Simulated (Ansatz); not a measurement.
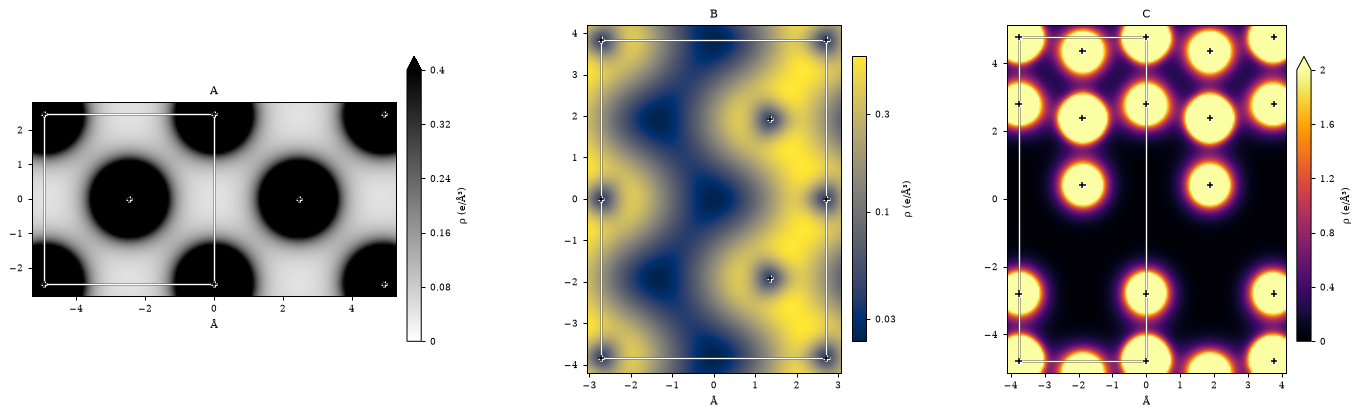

The valence charge density (pseudo) of 3 systems, each on a plane through atoms (crosses mark nuclei in the plane).

All numbers below come from Ansatz, DFT PBEsol, scalar-relativistic, plane waves, PAW.

System 1: TiO2, the (010) plane of the conventional cell. Space group I4₁/amd; computed without spin polarisation.

```xyz
12
Lattice="3.7698 0.0000 0.0000 0.0000 3.7698 0.0000 0.0000 0.0000 9.5517" Properties=species:S:1:pos:R:3 pbc="T T T"
Ti    0.0000    0.0000    0.0000
Ti    1.8849    1.8849    4.7759
Ti    0.0000    1.8849    2.3879
Ti    1.8849    0.0000    7.1638
O     0.0000    0.0000    1.9823
O     1.8849    1.8849    6.7581
O     0.0000    1.8849    4.3702
O     1.8849    0.0000    9.1461
O     0.0000    1.8849    0.4057
O     1.8849    0.0000    5.1815
O     0.0000    0.0000    7.5695
O     1.8849    1.8849    2.7936
```

System 2: Pb, the (100) plane of the conventional cell. Space group Fm-3m.

```
Pb
1.0
     4.93489    0.00000    0.00000
     0.00000    4.93489    0.00000
     0.00000    0.00000    4.93489
Pb
4
Direct
  0.00000 0.00000 0.00000
  0.50000 0.50000 0.00000
  0.50000 0.00000 0.50000
  0.00000 0.50000 0.50000
```

System 3: Si, the (101) plane of the conventional cell. Space group Fd-3m; a generated structure, not necessarily the stable one.

```
CELL_PARAMETERS angstrom
5.43363 0.00000 0.00000
0.00000 5.43363 0.00000
0.00000 0.00000 5.43363
ATOMIC_POSITIONS crystal
Si 0.50000 0.00000 0.00000
Si 0.00000 0.50000 0.00000
Si 0.00000 0.00000 0.50000
Si 0.50000 0.50000 0.50000
Si 0.75000 0.25000 0.25000
Si 0.25000 0.75000 0.25000
Si 0.25000 0.25000 0.75000
Si 0.75000 0.75000 0.75000
```

### Match each panel to its system.

Panel A is system 2, Pb: the plane holds Pb. Pb–Pb (3.49 Å): ρ at the midpoint is about 0.12 e/Å³. Panel B is system 3, Si: the plane holds Si. Si–Si (2.35 Å): the density is about 0.56 e/Å³ at the midpoint. Panel C is system 1, TiO2: the plane holds Ti and O. Ti–O (1.93 Å): ρ at the midpoint is about 0.76 e/Å³.
